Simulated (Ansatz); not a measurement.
**Single-point calculation, with input and output: SnO2 (part 2 of 2)**

Continued. System: SnO2 (P4₂/mnm, 48 atoms in the cell). Method: DFT PBE, scalar-relativistic, plane waves, PAW, no spin polarisation (Ansatz 0.2.0); cutoff 420 eV, 2×2×2 k-mesh, Gaussian smearing of 0.01 eV. The structure derives from an entry of the Crystallography Open Database.

## Output, continued
```
  k-point 0: bands = ["-12.1687", "-12.1687", "-12.1687", "-12.1687", "-12.1121", "-12.1121", "-12.1121", "-12.1121", "-12.0043", "-12.0043", "-12.0043", "-12.0043", "-11.8010", "-11.8010", "-11.8010", "-11.8010", "-11.7257", "-11.7257", "-11.7257", "-11.7257", "-11.5343", "-11.5343", "-11.5343", "-11.5343", "-11.5192", "-11.5192", "-11.5192", "-11.5192", "-11.4280", "-11.4280", "-11.4280", "-11.4280", "-11.4045", "-11.4045", "-11.4045", "-11.4045", "-11.3624", "-11.3624", "-11.3624", "-11.3624",
      "-11.3061", "-11.3061", "-11.3061", "-11.3061", "-11.2977", "-11.2977", "-11.2977", "-11.2977", "-11.2904", "-11.2904", "-11.2904", "-11.2904", "-11.2673", "-11.2673", "-11.2673", "-11.2673", "-11.2592", "-11.2592", "-11.2592", "-11.2592", "-11.2585", "-11.2585", "-11.2585", "-11.2585", "-11.2546", "-11.2546", "-11.2546", "-11.2546", "-11.2475", "-11.2475", "-11.2475", "-11.2475", "-11.2319", "-11.2319", "-11.2319", "-11.2319", "-11.2289", "-11.2289", "-11.2289", "-11.2289",
      "-9.4109", "-9.4109", "-9.4109", "-9.4109", "-8.8403", "-8.8403", "-8.8403", "-8.8403", "-8.1794", "-8.1794", "-8.1794", "-8.1794", "-8.0967", "-8.0967", "-8.0967", "-8.0967", "-8.0430", "-8.0430", "-8.0430", "-8.0430", "-7.1322", "-7.1322", "-7.1322", "-7.1322", "-7.0073", "-7.0073", "-7.0073", "-7.0073", "-6.8111", "-6.8111", "-6.8111", "-6.8111", "1.3670", "1.3670", "1.3670", "1.3670", "1.6045", "1.6045", "1.6045", "1.6045",
      "2.2297", "2.2297", "2.2297", "2.2297", "3.4876", "3.4876", "3.4876", "3.4876", "3.7855", "3.7855", "3.7855", "3.7855", "4.5576", "4.5576", "4.5576", "4.5576", "4.6000", "4.6000", "4.6000", "4.6000", "5.0417", "5.0417", "5.0417", "5.0417", "5.2113", "5.2113", "5.2113", "5.2113", "5.4356", "5.4356", "5.4356", "5.4356", "5.9289", "5.9289", "5.9289", "5.9289", "5.9327", "5.9327", "5.9327", "5.9327",
      "6.1677", "6.1677", "6.1677", "6.1677", "6.6399", "6.6399", "6.6399", "6.6399", "7.1300", "7.1300", "7.1300", "7.1300", "7.2695", "7.2695", "7.2695", "7.2695", "7.2712", "7.2712", "7.2712", "7.2712", "7.4338", "7.4338", "7.4338", "7.4338", "7.5191", "7.5191", "7.5191", "7.5191", "7.7660", "7.7660", "7.7660", "7.7660", "7.8249", "7.8249", "7.8249", "7.8249", "7.9625", "7.9625", "7.9625", "7.9625",
      "7.9816", "7.9816", "7.9816", "7.9816", "8.3500", "8.3500", "8.3500", "8.3500", "11.9237", "11.9237", "11.9237", "11.9237", "13.5206", "13.5206", "13.5206", "13.5206", "13.9451", "13.9451", "13.9451", "13.9451", "14.4279", "14.4279", "14.4279", "14.4279", "15.9757", "15.9757", "15.9757", "15.9757", "15.9924", "15.9924", "15.9924", "15.9924", "16.6014", "16.6014", "16.6014", "16.6014", "18.0547", "18.0547", "18.0547", "18.0547",
      "18.2033", "18.2033", "18.2033", "18.2033", "18.2814", "18.2814", "18.2814", "18.2814", "19.2504", "19.2504", "19.2504", "19.2504", "19.3186", "19.3186", "19.3186", "19.3186"]
  k-point 1: bands = ["-12.2138", "-12.1753", "-12.1753", "-12.1710", "-12.1710", "-12.0631", "-12.0631", "-12.0243", "-12.0243", "-11.9627", "-11.9627", "-11.9627", "-11.9627", "-11.8850", "-11.8850", "-11.7350", "-11.7036", "-11.7036", "-11.6396", "-11.6396", "-11.6396", "-11.6396", "-11.5353", "-11.5353", "-11.5264", "-11.5264", "-11.4553", "-11.4553", "-11.4366", "-11.4211", "-11.4211", "-11.4105", "-11.4105", "-11.4096", "-11.4095", "-11.3916", "-11.3486", "-11.3486", "-11.3400", "-11.3400",
      "-11.3400", "-11.3400", "-11.3394", "-11.3394", "-11.3091", "-11.3091", "-11.3086", "-11.3086", "-11.3023", "-11.2888", "-11.2888", "-11.2750", "-11.2750", "-11.2712", "-11.2712", "-11.2712", "-11.2712", "-11.2612", "-11.2612", "-11.2604", "-11.2604", "-11.2588", "-11.2588", "-11.2581", "-11.2581", "-11.2564", "-11.2564", "-11.2564", "-11.2564", "-11.2534", "-11.2485", "-11.2485", "-11.2165", "-11.2164", "-11.2159", "-11.2159", "-11.2146", "-11.2146", "-11.2118", "-11.2118",
      "-9.7222", "-9.3756", "-9.3756", "-8.9422", "-8.9422", "-8.6113", "-8.6113", "-8.6113", "-8.6113", "-8.5436", "-8.4620", "-8.4620", "-8.3956", "-8.3956", "-8.0842", "-8.0842", "-7.9087", "-7.6095", "-7.6095", "-7.3564", "-7.3564", "-7.2587", "-7.2587", "-7.2587", "-7.2587", "-6.9125", "-6.9125", "-6.8484", "-6.8484", "-6.8232", "-6.8232", "-6.8145", "1.1903", "1.2342", "1.2342", "1.3684", "1.3684", "1.8094", "1.8094", "2.1379",
      "2.1379", "2.1379", "2.1379", "2.7157", "2.7157", "3.6615", "3.6615", "3.8642", "4.0010", "4.0010", "4.0194", "4.0194", "4.0688", "4.0688", "4.4149", "4.4149", "4.5458", "4.5458", "4.5458", "4.5458", "4.7766", "4.7766", "4.8862", "4.8862", "5.1220", "5.1898", "5.3945", "5.3945", "5.3945", "5.3945", "5.5097", "5.5097", "5.7071", "5.7071", "5.7835", "5.7835", "5.7999", "5.7999", "6.1561", "6.2732",
      "6.2732", "6.4305", "6.8113", "6.8113", "6.8584", "6.8584", "6.9375", "6.9375", "6.9375", "6.9375", "6.9575", "6.9575", "6.9686", "6.9862", "6.9862", "7.1177", "7.2575", "7.2575", "7.4190", "7.4190", "7.4839", "7.4839", "7.5100", "7.5335", "7.5335", "7.5335", "7.5335", "7.5371", "7.6653", "7.6653", "7.7426", "7.7426", "7.8371", "7.8371", "7.8632", "7.8632", "7.8823", "7.8823", "8.0119", "8.0119",
      "8.0407", "8.0453", "8.0453", "8.0453", "8.0453", "8.2609", "8.2609", "8.4741", "10.7695", "12.4843", "12.4843", "12.8303", "12.8303", "13.5020", "13.5020", "13.5020", "13.5020", "13.6905", "13.6905", "13.9394", "14.4414", "14.4414", "14.8052", "14.8052", "15.0981", "15.2546", "15.7480", "15.7480", "16.8930", "16.8930", "16.9780", "16.9780", "17.0658", "17.0658", "17.1263", "17.1263", "17.1752", "17.1752", "17.1752", "17.1752",
      "17.3686", "17.3686", "18.1467", "18.1467", "18.1467", "18.1467", "19.0809", "19.0809", "19.1367", "19.1367", "19.1878", "19.1878", "19.1879", "19.2515", "19.2515", "19.4214"]
  k-point 2: bands = ["-12.2316", "-12.1672", "-12.1672", "-12.1672", "-12.1672", "-12.0089", "-12.0089", "-11.9994", "-11.9994", "-11.9937", "-11.9937", "-11.9599", "-11.9599", "-11.9599", "-11.9599", "-11.8478", "-11.7157", "-11.7157", "-11.5701", "-11.5361", "-11.5361", "-11.5322", "-11.5322", "-11.5231", "-11.5231", "-11.5231", "-11.5231", "-11.5152", "-11.4600", "-11.4600", "-11.4600", "-11.4600", "-11.4150", "-11.3961", "-11.3961", "-11.3777", "-11.3777", "-11.3777", "-11.3777", "-11.3497",
      "-11.3087", "-11.3055", "-11.3055", "-11.3055", "-11.3055", "-11.2941", "-11.2941", "-11.2923", "-11.2923", "-11.2788", "-11.2748", "-11.2748", "-11.2748", "-11.2748", "-11.2723", "-11.2712", "-11.2712", "-11.2622", "-11.2622", "-11.2622", "-11.2622", "-11.2608", "-11.2608", "-11.2585", "-11.2585", "-11.2526", "-11.2478", "-11.2469", "-11.2469", "-11.2469", "-11.2469", "-11.2450", "-11.2311", "-11.2311", "-11.2311", "-11.2311", "-11.2297", "-11.2297", "-11.2294", "-11.2294",
      "-9.8243", "-9.0833", "-9.0833", "-9.0833", "-9.0833", "-9.0296", "-8.6463", "-8.6463", "-8.6463", "-8.6463", "-8.2875", "-8.2875", "-8.2141", "-8.2141", "-8.0921", "-8.0921", "-7.9941", "-7.9941", "-7.6508", "-7.2203", "-7.2203", "-7.2203", "-7.2203", "-7.1695", "-7.1695", "-7.0944", "-7.0944", "-6.8239", "-6.8239", "-6.8239", "-6.8239", "-6.7830", "0.7831", "1.0839", "1.2938", "1.2938", "2.1052", "2.1052", "2.1052", "2.1052",
      "2.3538", "2.3538", "2.3538", "2.3538", "2.7658", "2.8427", "2.8427", "3.5011", "3.5011", "3.5011", "3.5011", "4.2915", "4.2915", "4.6902", "4.7836", "4.7836", "4.7836", "4.7836", "4.8370", "4.9659", "4.9659", "4.9659", "4.9659", "4.9836", "4.9836", "4.9842", "4.9842", "5.1359", "5.1359", "5.6074", "5.7551", "5.9388", "5.9388", "5.9395", "5.9470", "5.9470", "6.0147", "6.0147", "6.2183", "6.2183",
      "6.2656", "6.2656", "6.3690", "6.3690", "6.3690", "6.3690", "6.6305", "6.6718", "6.8803", "6.8803", "6.8803", "6.8803", "6.9581", "6.9581", "7.1457", "7.1457", "7.1457", "7.1457", "7.3790", "7.3790", "7.3790", "7.3790", "7.6818", "7.6818", "7.6818", "7.6818", "7.7177", "7.7177", "7.7201", "7.7201", "7.7922", "7.8835", "7.8835", "7.9010", "7.9010", "7.9413", "7.9413", "7.9413", "7.9413", "7.9532",
      "7.9532", "8.0294", "8.0294", "8.0877", "8.0877", "8.0877", "8.0877", "8.6242", "10.4345", "12.9845", "12.9845", "12.9845", "12.9845", "13.1770", "13.1770", "13.2108", "13.2108", "13.3679", "14.3517", "14.3517", "14.3517", "14.3517", "14.7251", "14.9745", "15.4441", "15.4441", "16.1088", "16.1088", "16.1088", "16.1088", "16.3302", "16.3302", "16.6769", "16.6769", "16.6769", "16.6769", "17.3839", "17.4520", "17.4520", "17.9171",
      "18.1977", "18.1977", "18.5960", "18.5960", "18.5960", "18.5960", "18.7307", "18.7307", "18.7307", "18.7307", "19.0575", "19.0575", "19.1256", "19.1355", "19.1355", "19.2623"]
```

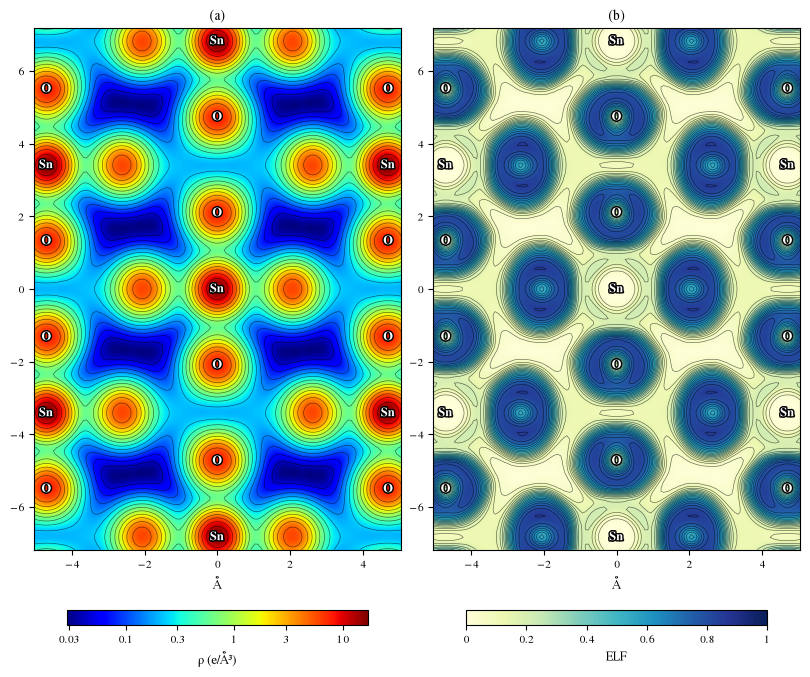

*(a) valence pseudo-density; (b) electron localisation function on the (011) plane of the calculation cell.*

Atoms in the plane: Sn and O. Sn–O (2.09 Å): the density is about 0.61 e/Å³ at the midpoint; the ELF is about 0.25 at the midpoint. Away from the nuclei the density in this plane falls to 0.03 e/Å³ at its lowest. Core electrons are frozen (PAW), so the fields are smoothed inside the atomic spheres.

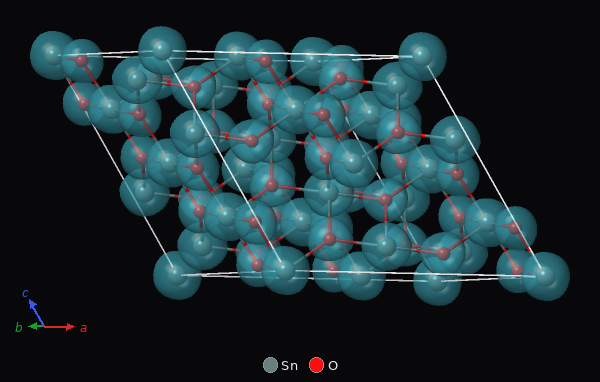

*Isosurface of the valence electron density at 0.8 e/Å³ (cyan), seen at an oblique angle. Sticks mark near contacts. The outline is the calculation cell.*

At this value the density breaks into separate islands; it holds about 75 % of the electrons treated as valence (semicore included). It is pinched off along the Sn–O (2.09 Å) contacts. On the grid the lowest density along these lines, outside the cores, is 0.63 e/Å³ (Sn–O, 2.09 Å).

## Summary

```csv
quantity,value
outcome,converged
space group (tolerance 0.01 Å),P4₂/mnm (136)
electrons treated,416
free energy,−114543.7610 eV
Fermi energy,9.529 eV
gap on the k-point mesh,1.81 eV
pressure,0.01 GPa
largest force (length of the vector),0.004 eV/Å
hardware,"8 threads of Intel Xeon @ 2.50GHz (Skylake/Cascade Lake), 64 GiB of memory available, shared host"
wall time,11 s (CPU time 53 s)
peak memory,2.4 GiB
```
